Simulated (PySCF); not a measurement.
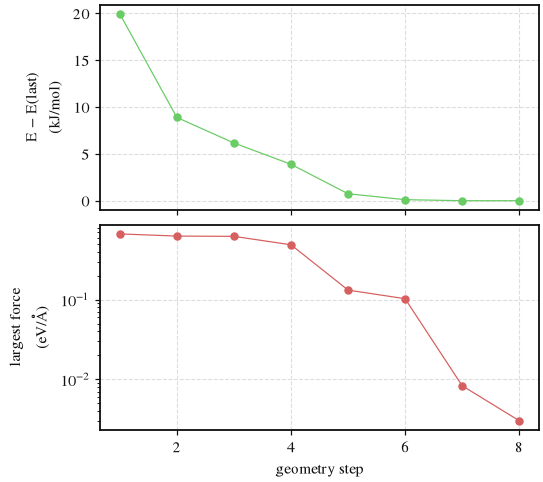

History of a geometry optimisation.

C4H6 (SMILES C1[C@H]2C[C@@H]12); PBE0-D3(BJ)/def2-SVP, geometry optimisation (PySCF 2.14.0, density fitting).

> How did the optimisation end?

The optimisation met its thresholds at geometry 8, counting the start as the first. The energy fell by about 20 kJ/mol from the first step to the last. The largest force goes from about 0.67 eV/Å at the start to 3 × 10⁻³ eV/Å at the end.

> By which step was nine tenths of the energy gained?

By step 5 of 8.
